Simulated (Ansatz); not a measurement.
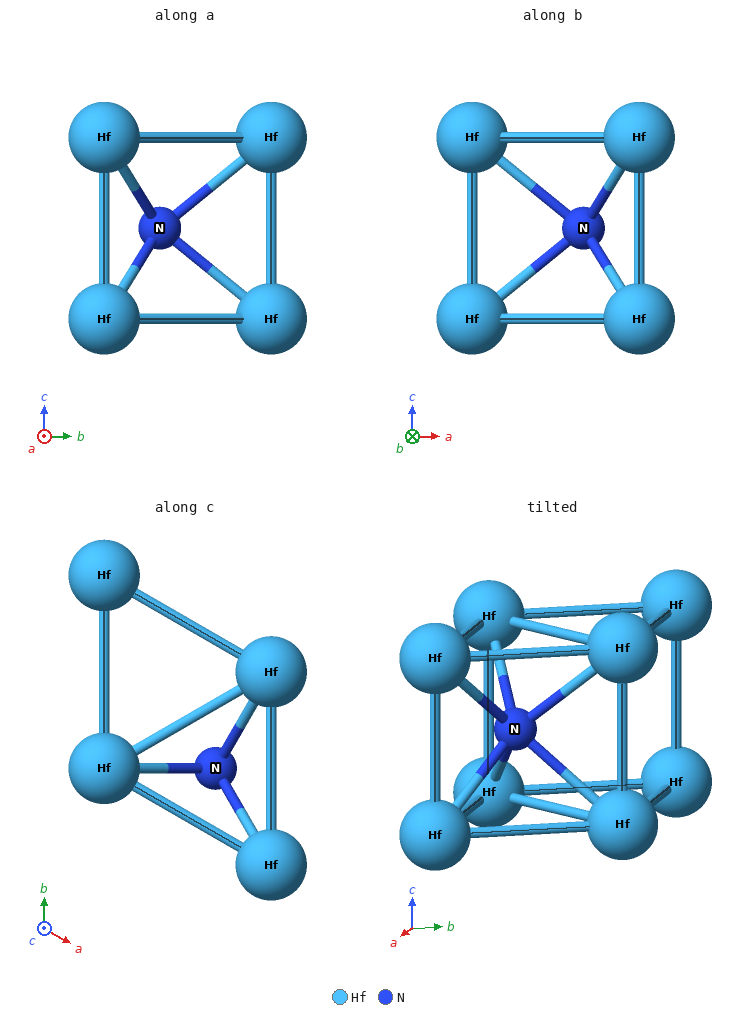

A ball-and-stick picture of a crystal structure, seen along the a axis, along the b axis, along the c axis and slightly off an axis. The conventional unit cell is drawn as a box.

Lattice parameters: a = 3.0990 Å, b = 3.0990 Å, c = 2.9130 Å, α = 90.000°, β = 90.000°, γ = 120.000°.

> Write the structure as a CIF in P1 with every atom of the cell.

```cif
data_structure
_symmetry_space_group_name_H-M 'P 1'
_symmetry_Int_Tables_number 1
_cell_length_a 3.0990
_cell_length_b 3.0990
_cell_length_c 2.9130
_cell_angle_alpha 90.000
_cell_angle_beta 90.000
_cell_angle_gamma 120.000
_cell_volume 24.23
loop_
_atom_site_label
_atom_site_type_symbol
_atom_site_fract_x
_atom_site_fract_y
_atom_site_fract_z
_atom_site_occupancy
Hf1 Hf 0.0000 0.0000 0.0000 1
N1 N 0.6667 0.3333 0.5000 1
```

Provenance: a structure type filled with these elements by a generator (whether the compound takes this form wasn't checked). Earlier steps of the study, as a rule a relaxation of our own, may have changed the cell and positions, so they can lie some per cent off the listed ones. It went into a calculation with Ansatz.
